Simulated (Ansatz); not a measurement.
Input file:

```
crystal:
  lattice:
    - [3.3955880235, 0.0, 0.0]
    - [0.0, 3.3955880235, 0.0]
    - [0.0, 0.0, 3.3955880235]
  atoms:
    - { symbol: Ag, position: [0.0, 0.0, 0.0] }
    - { symbol: Cl, position: [0.5, 0.5, 0.5] }
  host: atoms
kpoints:
  mp_grid: { grid: [6, 6, 6] }
  band_path:
    path:
      - [0.0, 0.0, 0.0]
      - [0.0, 0.5, 0.0]
      - [0.5, 0.5, 0.0]
      - [0.5, 0.5, 0.5]
      - [0.0, 0.0, 0.5]
    npoints: 1
hamiltonian:
  xc:
    exchange: pbe
    correlation: pbe
    exx: { coeff: inverse_dielectric }
scf:
  occupations: { method: fixed }
  n_extra_bands: 4
output:
  forces: true
  stress: true
  eigenvalues: true
  write_density: true
  write_potential: true
  elf: true
  volumetric_format: npy
```

Command:

```sh
ansatz run input.yaml --threads 2 --pin off --max-ram 2211MiB --backend cpu --events-out ev --progress --plain --runs-dir out
```

Below, planes, directions and counts refer to the conventional cell (a = 3.40 Å, b = 3.40 Å, c = 3.40 Å, α = 90.00°, β = 90.00°, γ = 90.00°).

Space group Pm-3m; started from the CsCl prototype, which need not be the ambient phase.

Level of theory: DFT, dielectric-dependent PBE0 (fraction 1/eps_inf of PBE), plane waves, PAW (Ansatz 0.2.0).

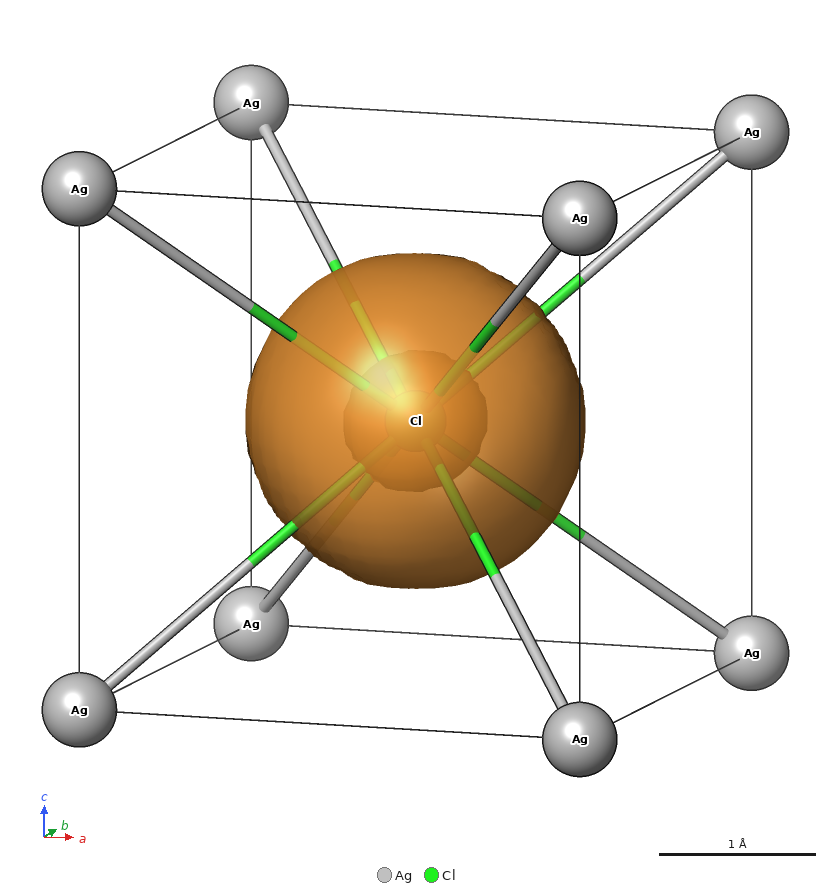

AgCl. Isosurface of the ELF at 0.75 (orange), seen slightly off an axis. Core shells and regions of very low density are left out. Sticks mark near contacts.

In a PAW calculation such maps are meaningful between the atoms, not at the nuclei.

> What do the ELF domains correspond to?

At this value the surface marks out one region wrapped around Cl (its valence shell), counted in one cell of 2 atoms. Regions shared between cells count once. Profiles from the grid: Ag–Cl (2.94 Å): the ELF peaks at about 0.85 in the valence shell of Cl, 0.8 Å from its nucleus, and drops to about 0.10 between the two atoms: no localised pair shows between them.

> Does the calculation make it a metal, or give it a gap?

It is gapped, with a Kohn–Sham gap of 2.0 eV on the k-point mesh, an upper bound to the gap of this method.
